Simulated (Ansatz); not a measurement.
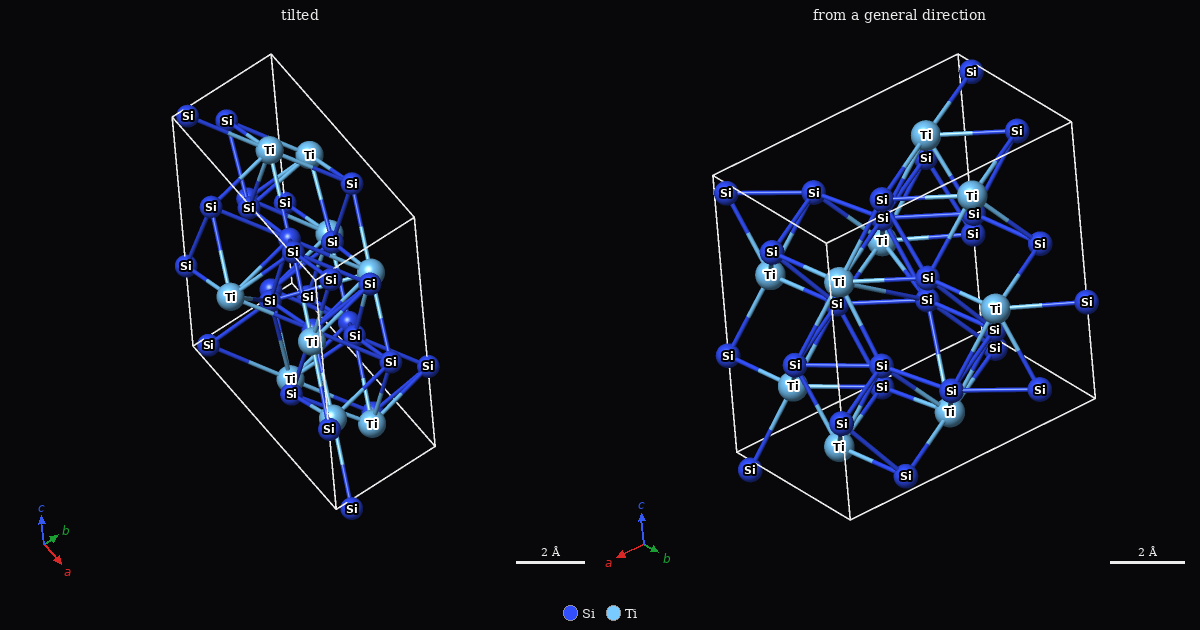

Shown here is a ball-and-stick view of the crystal, taken slightly off an axis and from a general direction. The supercell is drawn as a box. The host is TiSi$_{2}$, in a cell of 24 sites, and the cell is neutral.

Identify the point defect.

Answer. Silicon on a titanium site (an antisite). It is bonded to four Ti and four Si (about 3.2 Å to Ti, 2.5 Å to Si). Not all metal-metal contacts are counted.

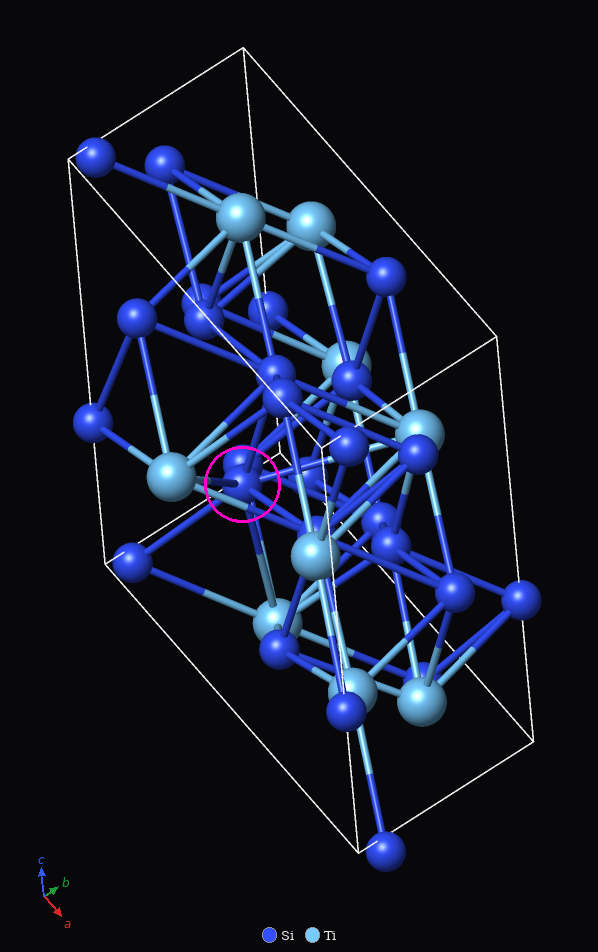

The same cell with a ring at the defect's site.

The atoms were relaxed in the host's cell with DFT PBEsol, scalar-relativistic, plane waves, PAW in Ansatz.
